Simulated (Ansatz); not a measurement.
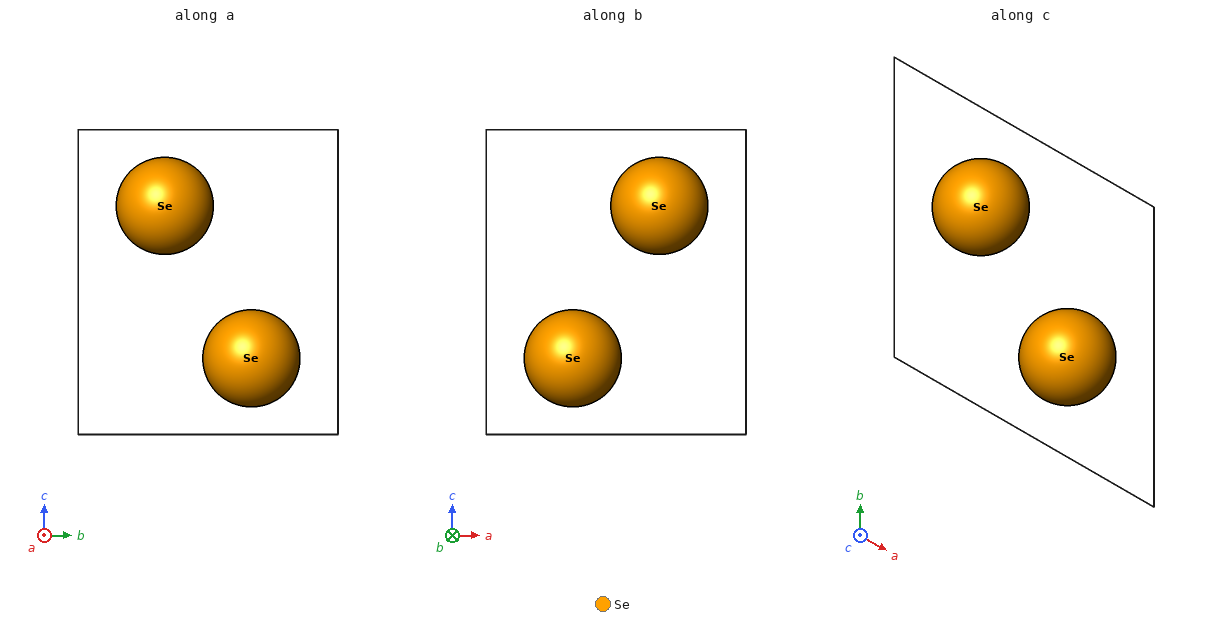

An orthographic spheres-only view of the structure, along the a axis, along the b axis and along the c axis. One conventional unit cell is framed, with atoms on its boundary repeated.

Lattice parameters: a = 3.6716 Å, b = 3.6716 Å, c = 3.7320 Å, α = 90.000°, β = 90.000°, γ = 120.000°.

Record the structure as a CIF with its space group and independent sites.

Answer.
```cif
data_structure
_symmetry_space_group_name_H-M 'P 63/m m c'
_symmetry_Int_Tables_number 194
_cell_length_a 3.6716
_cell_length_b 3.6716
_cell_length_c 3.7320
_cell_angle_alpha 90.000
_cell_angle_beta 90.000
_cell_angle_gamma 120.000
_cell_volume 43.57
loop_
_atom_site_label
_atom_site_type_symbol
_atom_site_symmetry_multiplicity
_atom_site_Wyckoff_symbol
_atom_site_fract_x
_atom_site_fract_y
_atom_site_fract_z
_atom_site_occupancy
Se1 Se 2 c 0.3333 0.6667 0.2500 1
```

Provenance: a structure type filled with this element by a generator (whether the element takes this form wasn't checked). Earlier steps of the study may have refined or changed the cell and positions. It was run through Ansatz as a DFT input.

At this level of theory the cell isn't at rest (compressed, at 9 GPa), so its distances can differ from those at equilibrium, the more so the softer the solid.
